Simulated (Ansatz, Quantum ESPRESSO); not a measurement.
# 2H-WSe2, 1 layer: the vacuum level over the valence top at a withheld member of a series

Method. Quantum ESPRESSO 7.5, PBE, SG15 norm-conserving. Cell and atoms are relaxed under PBE (GBRV files) and held. Screened hybrids with norm-conserving files, screening 0.106 per bohr, fixed occupations, a 9×9×1 mesh with exchange on 3×3×1 q points. Levels count from the potential in the middle of the vacuum. The series steps the share of short-range exact exchange (0.25 is HSE06, 0 is PBE).

| share of short-range exact exchange | vacuum level over the valence top (eV) |
| --- | --- |
| 0 | 5.082 |
| 0.1 | 5.283 |
| 0.15 | 5.386 |
| 0.25 | 5.601 |
| 0.3 | 5.712 |
| 0.4 | 5.948 |

One more run was made and is withheld. What is the vacuum level over the valence top at 0.2?

By hand: The rows at 0.15 and 0.25 give a slope of (5.601 − (5.386))/(0.25 − (0.15)) = 2.15, so a straight line gives 5.494 eV. A parabola through these and the row at 0.1 gives 5.492 eV.

**The withheld run.** 5.492 eV. The line misses by +0.002 and the parabola by 0.000 eV. Both misses are under 5 % of the step from the nearer row.

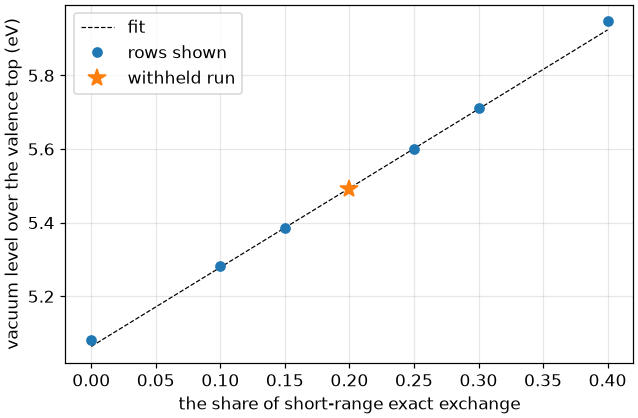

The rows shown, the fit and the withheld run.

**Limits.** Gaps are those of the mesh; no spin-orbit coupling; the q mesh was not tested; the geometry stays that of PBE.
